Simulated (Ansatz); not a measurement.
The calculation's input:

```
crystal:
  lattice:
    - [0.0, 2.37895172, 1.8555823416]
    - [2.37895172, 0.0, 1.8555823416]
    - [2.37895172, 2.37895172, 0.0]
  atoms:
    - { symbol: Si, position: [0.0, 0.0, 0.0] }
    - { symbol: C, position: [0.75, 0.75, 0.75] }
basis:
  ecutwfc: 420
kpoints:
  mp_grid: { grid: [12, 12, 12] }
hamiltonian:
  xc: pbe
scf:
  occupations: { method: gaussian, width: 0.05 }
output:
  forces: true
  stress: true
  eigenvalues: true
  write_density: true
  write_potential: true
  elf: true
  volumetric_format: npy
```

Command:

```sh
ansatz run input.yaml --threads 1 --pin off --max-ram 2560MiB --backend cpu --events-out ev --progress --plain --runs-dir out
```

Below, planes, directions and counts refer to the conventional cell (a = 3.36 Å, b = 3.36 Å, c = 3.71 Å, α = 90.00°, β = 90.00°, γ = 90.00°).

Space group I-4m2; computed pressure about −5 GPa in this cell.

Method: DFT PBE, scalar-relativistic, plane waves, PAW (Ansatz).

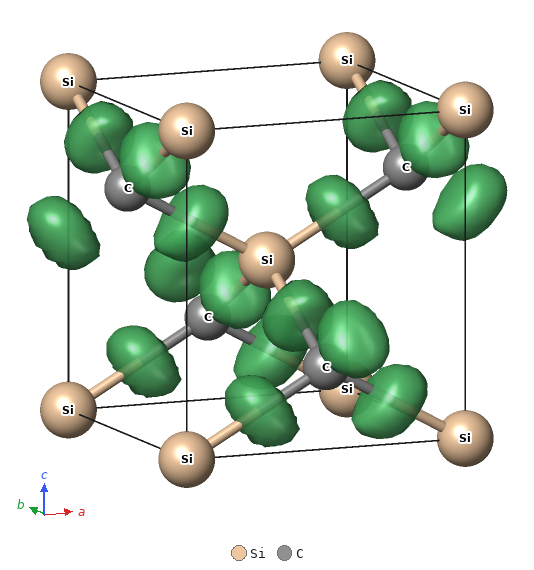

SiC. Isosurface of the electron localisation function at 0.85 (green), seen at an oblique angle. Core shells and regions of very low density are left out. Sticks mark near contacts.

Question: Identify the bonds, lone pairs and shells in this picture.

Answer: The surface consists of eight regions between bonded C–Si atoms, counted in one cell of 4 atoms. Regions shared between cells count once. Along the contacts the grid gives the following. Si–C (1.92 Å): the ELF peaks at about 0.95 between the atoms.

Question: Does the calculation make it a metal, or give it a gap?

Answer: It is metallic or semimetallic at this level of theory: no gap opens.
